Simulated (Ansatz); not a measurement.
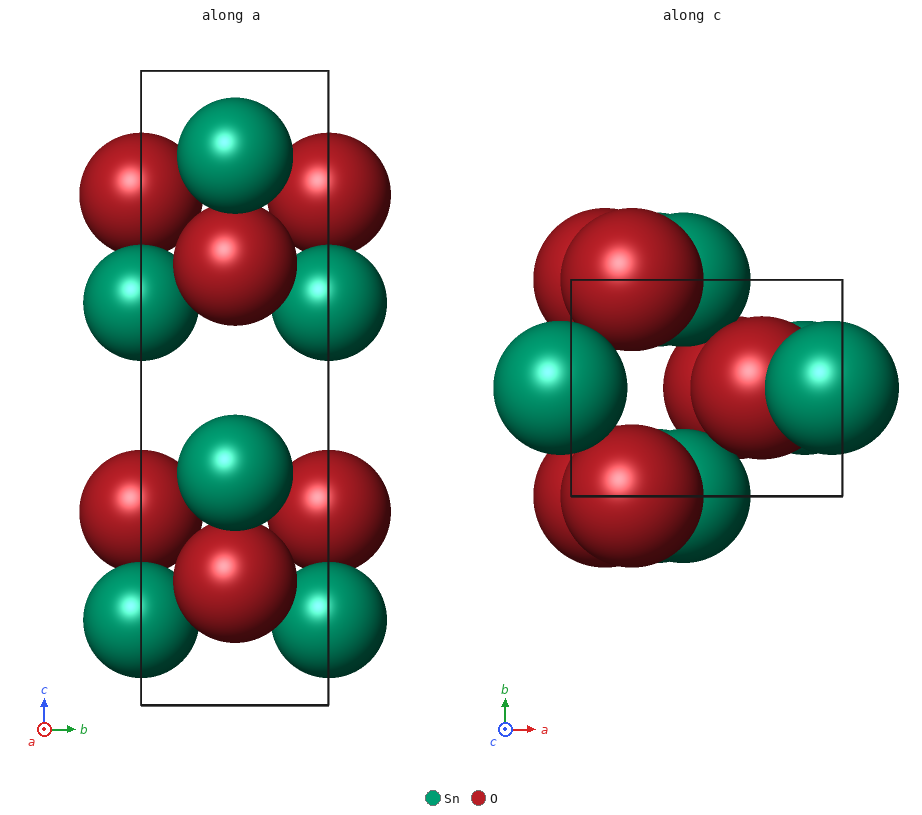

The crystal in a space-filling representation, seen along the a axis and along the c axis. The lines enclose the conventional unit cell; boundary atoms appear with their images.

SnO, space group Pm (No. 6), a = 4.22 Å, b = 3.36 Å, c = 11.38 Å, α = 90.00°, β = 94.26°, γ = 90.00°.

All computed values are from Ansatz 0.2.0, DFT r2SCAN, scalar-relativistic, plane waves, PAW. Settings: plane-wave cutoff 500 eV, k-points about 0.25 Å⁻¹ apart, Gaussian smearing of 0.05 eV, no spin polarisation.

> What is the band gap, if any?

A semiconductor at this level, with a gap of 1.59 eV on the k-mesh (the true edges may lie between mesh points, so the gap can be somewhat smaller).

> Under what pressure is the structure?

The computed pressure is -2.7 GPa (stretched: it would shrink). The stress isn't hydrostatic: its largest component is 3.6 GPa.

Starting structure: a structure listed in the Materials Project. The cell was then strained or its atoms displaced on purpose. It went into a calculation with Ansatz.

At this level of theory the cell isn't at rest (forces up to 0.8 eV/Å), so its distances can differ from those at equilibrium, the more so the softer the solid.
